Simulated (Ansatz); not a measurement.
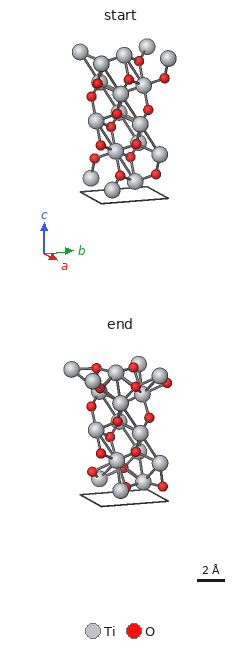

The structure of a slab of composition Ti5O8 (cut from the P4_2/mnm phase) before (top) and after (bottom) a relaxation, at one scale.

A ball-and-stick model of the cell of the calculation, outlined in the plane, without the vacuum (origin shifted), seen slightly off an axis.

Case: (1 0 1) slab, atoms relaxed. The slab is the (1 0 1) face of TiO2.

All numbers below come from DFT PBEsol, scalar-relativistic, plane waves, PAW in Ansatz 0.2.0. Set-up: plane-wave cutoff 420 eV; k-point mesh 6 × 5 × 1; occupations gaussian; smearing width 0.05 eV; no spin polarisation; dipole correction; atoms relaxed in a fixed cell; force threshold 0.02 eV/Å; at most 60 steps.

> What changed between the two?

The energy falls by 5.428 eV per cell of the calculation in 14 geometry steps. Largest force component: 2.6 eV/Å at the start, 0.013 eV/Å at the end. The largest moves, 0.91 Å, are those of Ti atoms. By element the largest moves are Ti 0.91 Å, O 0.65 Å. The cell stays as it was. Some distances before and after: O–Ti 3.486 → 2.060 Å, Ti–Ti 3.564 → 2.943 Å, Ti–Ti 3.564 → 3.061 Å, O–Ti 1.942 → 2.152 Å. New bonds form, among them: O–Ti (3.49 → 2.06 Å). Among the angles between lasting bonds that change: O–Ti–O 90.0° → 156.0°, Ti–O–Ti 130.8° → 94.3°, Ti–O–Ti 130.8° → 96.3°.
